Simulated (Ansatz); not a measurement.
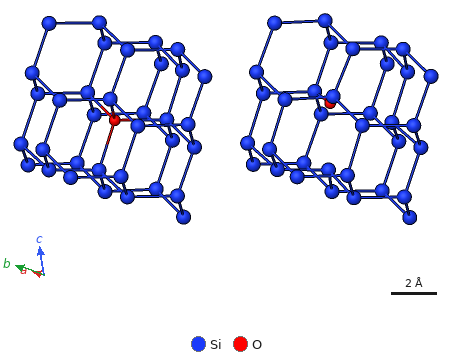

Two geometries of a defect cell of composition Si₁₂₇O, drawn at one scale. One is the start of a relaxation, the other its converged end. A ball-and-stick model of the atoms within 5.8 Å of the atom that moves most (axes of the cell of the calculation (origin shifted)), seen from a free direction.

The calculation used DFT, PBEsol, PAW, plane waves in Ansatz 0.2.0. (plane-wave cutoff 420 eV; k-point mesh 1 × 1 × 1; mesh shifted by (0.25, 0.25, 0.25); no spin polarisation; atoms relaxed in a fixed cell; force threshold 0.03 eV/Å; at most 80 steps)

Question: Which of the two is the end point?

Answer: The right one is the relaxed one. The atoms of the start lie slightly off their symmetric places, so part of the fall in energy undoes that. After 15 geometry steps the energy has fallen by 2.372 eV per cell of the calculation. Largest force component: 0.93 eV/Å at the start, 0.023 eV/Å at the end. The atom that moves furthest is the O atom (0.93 Å along [−1 1 1]). Largest moves by element: O 0.93 Å, Si 0.34 Å. The lattice vectors keep their values. Near-neighbour distances that change, for instance: O–Si 2.364 → 3.023 Å, O–Si 2.355 → 1.701 Å, O–Si 2.424 → 3.024 Å, Si–Si 2.348 → 2.454 Å. Among the angles between lasting bonds that change: Si–Si–Si 110.8° → 103.6°, Si–Si–Si 109.2° → 103.0°, Si–Si–Si 110.6° → 107.7°. The run took 42 s on 1 × NVIDIA GB300 Max-Q with 8 threads of Arm Neoverse-V2, peak memory 2.3 GiB.
